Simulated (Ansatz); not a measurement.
# SiNi: what the fields show

```cif
data_structure
_symmetry_space_group_name_H-M 'P 1'
_symmetry_Int_Tables_number 1
_cell_length_a 5.1541
_cell_length_b 3.3755
_cell_length_c 5.6197
_cell_angle_alpha 90.000
_cell_angle_beta 90.000
_cell_angle_gamma 90.000
_cell_volume 97.77
loop_
_atom_site_label
_atom_site_type_symbol
_atom_site_fract_x
_atom_site_fract_y
_atom_site_fract_z
_atom_site_occupancy
Si1 Si 0.32125 0.75000 0.08408 1
Si2 Si 0.17875 0.25000 0.58408 1
Si3 Si 0.82125 0.75000 0.41592 1
Si4 Si 0.67875 0.25000 0.91592 1
Ni1 Ni 0.00822 0.25000 0.18849 1
Ni2 Ni 0.49178 0.75000 0.68849 1
Ni3 Ni 0.50822 0.25000 0.31151 1
Ni4 Ni 0.99178 0.75000 0.81151 1
```

Space group Pnma; computed without spin polarisation.

Method: DFT PBE, scalar-relativistic, plane waves, PAW in Ansatz.

In a PAW calculation such maps are meaningful between the atoms, not at the nuclei.

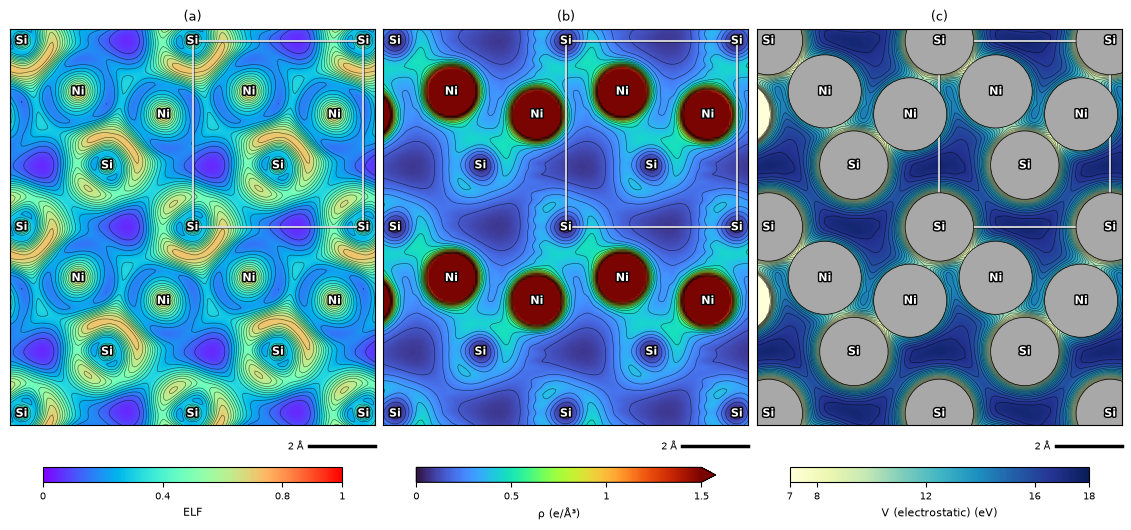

Figure 1. (a) electron localisation function; (b) valence electron density; (c) electrostatic potential (local pseudopotential plus Hartree) felt by an electron on the (010) plane of the conventional cell. Grey discs cover the atomic cores in the potential map.

> Describe what can be read from this map.

Atoms in the plane: Si and Ni.
Si–Ni (2.29 Å): ρ is about 0.49 e/Å³ halfway; the ELF peaks at about 0.70 in the valence shell of Si, 0.9 Å from its nucleus, and is about 0.50 at the midpoint.
Si–Ni (2.39 Å): the density is about 0.43 e/Å³ at the midpoint; the ELF peaks at about 0.70 in the valence shell of Si, 0.9 Å from its nucleus, and is about 0.50 at the midpoint.
Between the atoms the lowest density in this plane is 0.08 e/Å³.
The features right at Ni lie inside the PAW spheres, where the map follows smoothed inner orbitals and isn't to be read closely.
Outside the cores the potential energy rises away from the atoms and is highest about 1.8 Å from the nearest atoms; its zero is arbitrary.

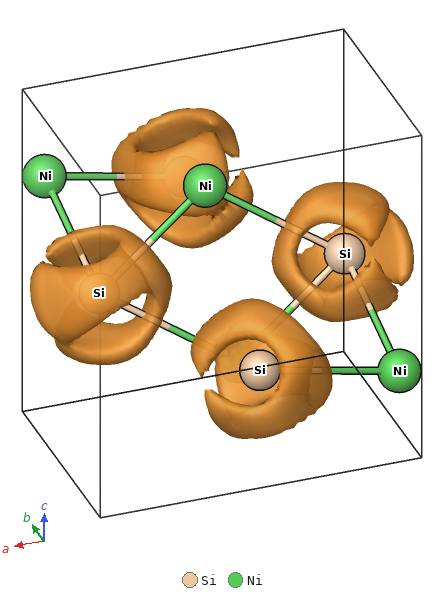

Figure 2. Isosurface of the electron localisation function at 0.65 (orange), seen at an oblique angle. Core shells and regions of very low density are left out. Sticks mark near contacts.

> Where are the electrons localised?

The ELF exceeds this value in four regions wrapped around Si (the valence shell of each), counted in one cell of 8 atoms. Regions shared between cells count once.

> Does the calculation give a band gap?

It is metallic or semimetallic at this level of theory: no gap opens.
